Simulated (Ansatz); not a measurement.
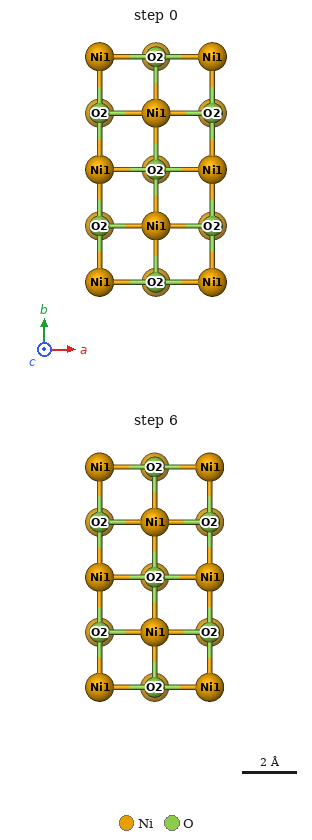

The structure of crystalline NiO (set up in Fm-3m) before (top) and after (bottom) a relaxation, at one scale.

A ball-and-stick model of the conventional cell (4 times the calculation's cell), repeated 1 × 2 × 1 with one cell outlined, seen along the c axis. Lengths and directions refer to the drawn axes.

Case: relaxed again under DFT PBEsol, scalar-relativistic, plane waves, PAW.

Method: DFT PBEsol, scalar-relativistic, plane waves, PAW (Ansatz 0.2.0).

Input file:
```yaml
crystal:
  lattice:
    - [0.0, 2.1081760837, 2.1081760837]
    - [2.1081760837, 0.0, 2.1081760837]
    - [2.1081760837, 2.1081760837, 0.0]
  atoms:
    - { symbol: Ni, position: [0.0, 0.0, 0.0], spin: 1.6 }
    - { symbol: O, position: [0.5, 0.5, 0.5], spin: 0.32 }
basis:
  ecutwfc: 420
kpoints:
  mp_grid: { grid: [18, 18, 18] }
hamiltonian:
  xc: pbesol
scf:
  occupations: { method: gaussian, width: 0.1 }
output:
  forces: true
  stress: true
  eigenvalues: true
  populations: true
magnetization:
  spin_polarized: true
relax:
  adjacent_minimum: "off"
  f_tol: 0.005
  max_steps: 50
  cell: { stress_tol: 0.05 }
```

Command:
```bash
ansatz run input.yaml --threads 1 --pin off --max-ram 2560MiB --backend cpu --events-out ev --progress --plain --runs-dir out
```

Question: Summarise the run.

Answer: After 4 accepted moves (6 points after the start) the energy has fallen by 50.6 meV per cell of the calculation. All forces vanish by symmetry, so only the cell relaxes. The pressure goes from −11.67 to −0.01 GPa. The SCF was repeated twice at an unchanged geometry on a basis and grid sized afresh for the cell, which shifted the energy by 4.4 meV per cell of the calculation at most. The atoms keep their places relative to the cell (all moves are under 0.005 Å). Cell: a = b = c 4.216 → 4.116 Å (−2.4 %). Volume −7.0 %. Near-neighbour distances that change, for instance: Ni1–O2 2.108 → 2.058 Å. The space group stays Fm-3m (No. 225). Cost: 82 s on 1 thread of Arm Neoverse V1, on a shared host, peak memory 0.44 GiB.
